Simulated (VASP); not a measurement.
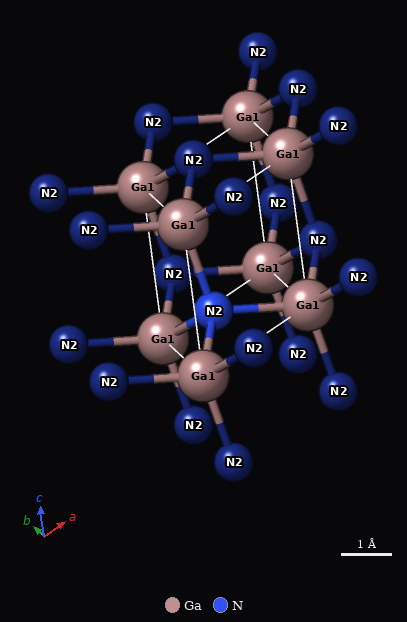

Fig. 1: The structure as given in the input (ball-and-stick view of the cell of the calculation, seen slightly off an axis; neighbours outside the cell are drawn fainter; atoms are numbered from 1 in the order of the input).

# GaN: one change and its effect

System: GaN (2 atoms in the cell).
Method of the first run: Kohn-Sham DFT of a periodic cell, LDA, VASP PAW LDA potentials, minimal, no spin polarisation (VASP 6.6.1).

The structure derives from a Materials Project entry. 

**INCAR, the first run**
```
SYSTEM = GaN
PREC = Accurate ; ENCUT = 800
EDIFF = 1E-6 ; ISMEAR = 0
SIGMA = 0.02 ; LREAL = .False.
LASPH = .True. ; NELM = 80
ALGO = Normal ; ISIF = 2
LWAVE = .False. ; LCHARG = .False.
```

**KPOINTS, the first run**
```
Automatic mesh
0
Gamma
  7 7 7
  0 0 0
```

**POSCAR, the first run**
```
GaN
1.0
    0.0000000000      2.2535006075      2.2535006075
    2.2535006075      0.0000000000      2.2535006075
    2.2535006075      2.2535006075      0.0000000000
Ga N
1 1
Direct
   -0.0000040000     -0.0009780000      0.0006670000
    0.2452550000      0.2539210000      0.2528650000
```

Launched with:
```bash
cat potpaw_LDA.64/Ga/POTCAR potpaw_LDA.64/N/POTCAR > POTCAR
mpirun -np 1 vasp_std > vasp.out
```

Hardware: 1 thread of Intel Xeon (Sapphire Rapids), 64 GiB of memory available, shared host.

**OSZICAR and lines of OUTCAR (the first run)**
```
N       E                     dE             d eps       ncg     rms          rms(c)
DAV:   1     0.234402473164E+02    0.23440E+02   -0.57307E+03  2752   0.129E+03
DAV:   2    -0.153608268901E+02   -0.38801E+02   -0.37935E+02  3952   0.160E+02
DAV:   3    -0.160431917281E+02   -0.68236E+00   -0.68236E+00  3032   0.281E+01
DAV:   4    -0.160447462854E+02   -0.15546E-02   -0.15546E-02  4168   0.143E+00
DAV:   5    -0.160447470587E+02   -0.77330E-06   -0.77330E-06  2976   0.212E-02    0.924E+00
DAV:   6    -0.140571737154E+02    0.19876E+01   -0.13219E+01  2752   0.219E+01    0.380E+00
DAV:   7    -0.139765559502E+02    0.80618E-01   -0.12670E-01  2752   0.386E+00    0.210E+00
DAV:   8    -0.139296916120E+02    0.46864E-01   -0.33841E-02  2752   0.206E+00    0.195E-01
DAV:   9    -0.139294945972E+02    0.19701E-03   -0.13859E-03  3616   0.246E-01    0.129E-01
DAV:  10    -0.139295159163E+02   -0.21319E-04   -0.68308E-05  3680   0.683E-02    0.189E-02
DAV:  11    -0.139295141343E+02    0.17820E-05   -0.17904E-06  2952   0.110E-02    0.708E-03
DAV:  12    -0.139295140508E+02    0.83481E-07   -0.42141E-07  1464   0.415E-03
   1 F= -.13929514E+02 E0= -.13929514E+02  d E =-.116436E-18
[... from OUTCAR:]
  free energy    TOTEN  =       -13.92951405 eV
  energy without entropy =      -13.92951405  energy(sigma->0) =      -13.92951405
 E-fermi :   3.1408     XC(G=0): -11.1560     alpha+bet :-11.2599
  free  energy   TOTEN  =       -13.9295140508 eV
  energy  without entropy=      -13.9295140508  energy(sigma->0) =      -13.92951405
```

The second run used a changed input.

**The two runs side by side**

| quantity | the first run | the second run |
| --- | --- | --- |
| outcome | converged | converged |
| free energy per atom (eV) | −6.9648 | −6.9631 |
| gap on the mesh (eV) | 1.80 | 1.80 |
| pressure (GPa) | −0.63 | −0.66 |
| largest force (eV/Å) | 0.239 | 0.239 |
| SCF iterations | 12 | 12 |
| irreducible k-points | 172 | 172 |
| plane waves at Γ | 1243 | 592 |

Which change of the input explains these differences?

The change (lines with − go, lines with + come):
```diff
-PREC = Accurate ; ENCUT = 800
+PREC = Accurate ; ENCUT = 500
```

The free energy of the second run is 1.7 meV per atom higher, which measures how much it depends on this numerical setting. More plane waves can only lower the energy of a fixed Hamiltonian, so the higher cutoff gives the lower value. The number of SCF iterations is the same. The plane waves at Γ go from 1243.0 to 592.0. On the same kind of shared host the second run took about 0.34 times as long.

**OSZICAR and lines of OUTCAR (the second run)**
```
N       E                     dE             d eps       ncg     rms          rms(c)
DAV:   1     0.133447541829E+02    0.13345E+02   -0.45238E+03  2768   0.898E+02
DAV:   2    -0.155905375346E+02   -0.28935E+02   -0.28163E+02  3864   0.132E+02
DAV:   3    -0.160383080518E+02   -0.44777E+00   -0.44777E+00  3032   0.216E+01
DAV:   4    -0.160391013051E+02   -0.79325E-03   -0.79325E-03  4120   0.949E-01
DAV:   5    -0.160391017488E+02   -0.44369E-06   -0.44369E-06  3096   0.147E-02    0.925E+00
DAV:   6    -0.140544841867E+02    0.19846E+01   -0.13195E+01  2752   0.215E+01    0.384E+00
DAV:   7    -0.139732131764E+02    0.81271E-01   -0.12209E-01  2752   0.326E+00    0.211E+00
DAV:   8    -0.139263283549E+02    0.46885E-01   -0.32791E-02  2752   0.201E+00    0.188E-01
DAV:   9    -0.139261444466E+02    0.18391E-03   -0.11964E-03  3632   0.219E-01    0.130E-01
DAV:  10    -0.139261652890E+02   -0.20842E-04   -0.64668E-05  3712   0.621E-02    0.194E-02
DAV:  11    -0.139261634863E+02    0.18027E-05   -0.17372E-06  2968   0.114E-02    0.683E-03
DAV:  12    -0.139261634149E+02    0.71380E-07   -0.32667E-07  1504   0.352E-03
   1 F= -.13926163E+02 E0= -.13926163E+02  d E =-.268085E-18
[... from OUTCAR:]
  free energy    TOTEN  =       -13.92616341 eV
  energy without entropy =      -13.92616341  energy(sigma->0) =      -13.92616341
 E-fermi :   3.1406     XC(G=0): -11.1560     alpha+bet :-11.2599
  free  energy   TOTEN  =       -13.9261634149 eV
  energy  without entropy=      -13.9261634149  energy(sigma->0) =      -13.92616341
```

For the second run: The settings depart from the standard set-up of this series, which can bear on the numbers.
